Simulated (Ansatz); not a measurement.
# CdS4: what a guessed cell relaxes into, part 2 of 2

Aim: relax a trial structure of CdS4 and see where it ends.

Ansatz 0.2.0; DFT PBE, scalar-relativistic, plane waves, PAW. The steps go on from the part before.

## 4. Relaxation on the finer mesh

The end of the coarse run is made exact in the group found at a tolerance of 0.06 Å and reduced to its primitive cell.

File input.yaml:

```yaml
crystal:
  lattice:
    - [4.8322574364, 0.0, 0.0]
    - [0.0, 4.8322574364, 0.0]
    - [0.0, 0.0, 5.0142961376]
  atoms:
    - { symbol: Cd, position: [0.0, 0.0, 0.5] }
    - { symbol: S, position: [0.0, 0.5, 0.1972820693] }
    - { symbol: S, position: [0.5, 0.0, 0.1972820693] }
    - { symbol: S, position: [0.0, 0.5, 0.8027179307] }
    - { symbol: S, position: [0.5, 0.0, 0.8027179307] }
basis:
  ecutwfc: 420
kpoints:
  mp_grid: { grid: [8, 8, 8] }
hamiltonian:
  xc: pbe
scf:
  occupations: { method: gaussian, width: 0.1 }
output:
  forces: true
  stress: true
  eigenvalues: true
  write_density: true
  write_potential: true
  elf: true
  volumetric_format: npy
relax:
  adjacent_minimum: "off"
  f_tol: 0.01
  max_steps: 80
  cell: { stress_tol: 0.05 }
```

Started as:

```bash
ansatz run input.yaml --threads 1 --pin off --max-ram 2560MiB --backend cpu --events-out ev --progress --plain --runs-dir out
```

What it wrote, shortened:

```text
Warning: RAYON_NUM_THREADS=1 ignored (pool sized by the plan → 1); use --threads N
[...]
Pseudopotentials: kind: paw
Pseudopotential: Cd, paw, valence charge 20, recommended cutoff 420 eV (normal), Cd.paw.azcp
Pseudopotential: S, paw, valence charge 6, recommended cutoff 420 eV (normal), S.paw.azcp
Functional definition: PBE
[...]
Crystal: 5 atoms, lattice volume = 117.087 Å³
Basis set: ecut = 420 eV, 2301 PW (Γ), exchange–correlation on 72×72×72 points (8 copies of the dense FFT grid, shifted against one another)
Bands: 27, of which v1, the nominal top of the filled ones, is band 22 counted from 1 (21 counted from 0)
Symmetry: 16 space group operations
Space group: P4/mmm (ITA 123), of the structure as read, at distance tolerance 4.9e-5 Å
k-points: 75 of 512
[...]
SCF iter   1: F=—  HF=-11862.225611 eV  |F-HF|=—  |Δ(HF+E_count)|=         —  Δρ=3.49e-3  dr2=2.24e-2  ethr=1.77e-3  ⟨swp⟩=5.8  Hψ=9457  notcnv=0
[...]
        0.000000       0.000000       0.013379
  P = ⅓ Tr σ = 0.0059 GPa (0.059 kbar)
--- Band table (eV; the first three rows and the last of 75) ---
[... band rows left out ...]
[...]
--- Relaxed structure (3 steps of the walk, 3 accepted, 1 SCFs on fresh bases) ---
  F+E_penalty+E_count = -11862.22094043 eV   max|allowed force component| = 2.675e-3 eV/Å   (the final SCF, on the basis selected at the relaxed cell)
  cell:  # Å, volume = 116.8445 Å³
    - [4.8392421691600385, 9.511678984497448e-34, 7.2675172240925806e-34]
    - [9.511678984497448e-34, 4.8392421691600385, -2.377919746124362e-34]
    - [6.569717964404424e-34, -2.4674997049406287e-34, 4.9894594476051415]
  atoms:
    - { symbol: Cd, position: [-1.7463334675972694e-34, 1.4388529827524262e-34, 0.5] }
    - { symbol: S, position: [2.995794040317418e-35, 0.5, 0.19828878450871165] }
    - { symbol: S, position: [0.5, -2.538465471086162e-35, 0.19828878450871165] }
    - { symbol: S, position: [1.2521072401846348e-35, 0.5, 0.8017112154912884] }
    - { symbol: S, position: [0.5, -3.534857928304895e-35, 0.8017112154912884] }
```

Run time: 52 s. Hardware: 1 thread of Intel Xeon Platinum 8259CL at 2.50GHz (Skylake/Cascade Lake), shared host; peak memory 0.56 GiB.

Relaxation path:

| step | energy from step 1 (eV/cell) | largest force component (eV/Å) | pressure (GPa) | volume (Å³) |
| --- | --- | --- | --- | --- |
| 1 | 0.0000 | 0.0223 | -0.10 | 117.09 |
| 2 | -0.0008 | 0.0012 | 0.05 | 116.78 |
| 3 | -0.0009 | 0.0026 | 0.01 | 116.84 |
| 4 | -0.0009 | 0.0027 | 0.01 | 116.84 |

Step 1 is the start. Step 4 repeats the geometry before it on a plane-wave basis chosen anew for that cell, so its energy need not be comparable with the rows above.

|  | before | after | change |
| --- | --- | --- | --- |
| a (Å) | 4.832 | 4.839 | +0.1 % |
| b (Å) | 4.832 | 4.839 | +0.1 % |
| c (Å) | 5.014 | 4.989 | -0.5 % |
| volume (Å³/atom) | 23.42 | 23.37 | -0.2 % |
| shortest distance (Å) | 1.978 | 1.979 | 0.0 % |
| space group (0.01 Å) | P4/mmm | P4/mmm | same |

Forces and stress were held to the start's 16 operations: a distortion of lower symmetry was not tested.

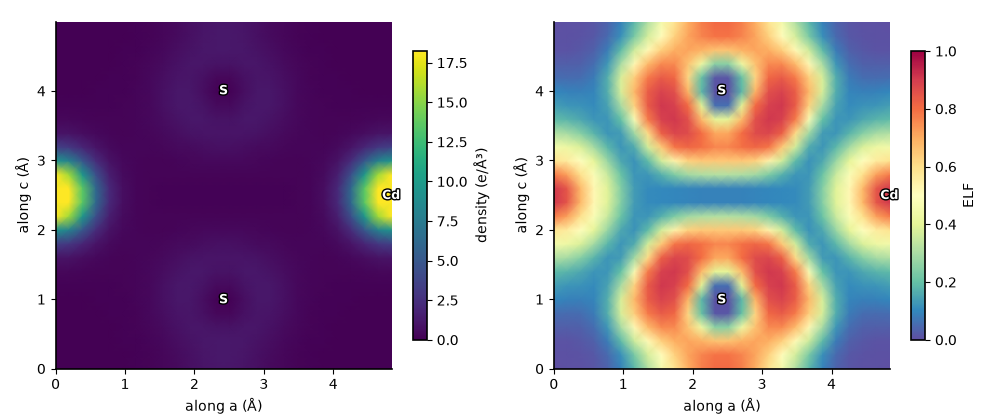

Density (left) and ELF (right) in a lattice plane of the grid's cell (edges 4.84 and 4.99 Å, at 0.000 of the third edge), which holds Cd and S. Only atoms in the plane are labelled; the density scale stops at 18.23 e/Å³. Both are smooth fields of the valence electrons: close to the nuclei they are not physical.

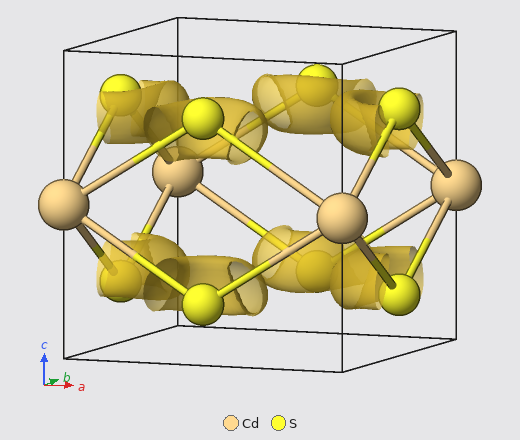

Surface of ELF = 0.85, drawn in one cell.

Outside the cores ELF peaks at 0.91 beside S, off the lines to its neighbours, 0.9 Å from S; 0.91 in the shell around S, 0.8 Å from S; 0.81 on the S–S line, 1.0 Å from S.

## 5. Summary of results

The summary covers parts 1 to 2. Changes of volume or cell count from the first structure of part 1.

| quantity | value |
| --- | --- |
| symmetry at the end (tolerance 0.05 Å) | space group P4/mmm (No. 123) |
| conventional cell | a = 4.839 Å, b = 4.839 Å, c = 4.989 Å, α = 90.00°, β = 90.00°, γ = 90.00° |
| volume | 23.37 Å³/atom |
| energy over the elements | +0.10 eV/atom |
| gap on the mesh | none (metal) |

**Reading.** The space group P4/mmm (No. 123) is kept, and the volume per atom shrinks by 13.6 % from the first guess. The formation energy is positive, so the separate elements lie lower. No finished test with a distortion of lower symmetry is shown, so the end may be a saddle point. Spin polarisation is off in the runs that give these values; a magnetic solution could lie lower.
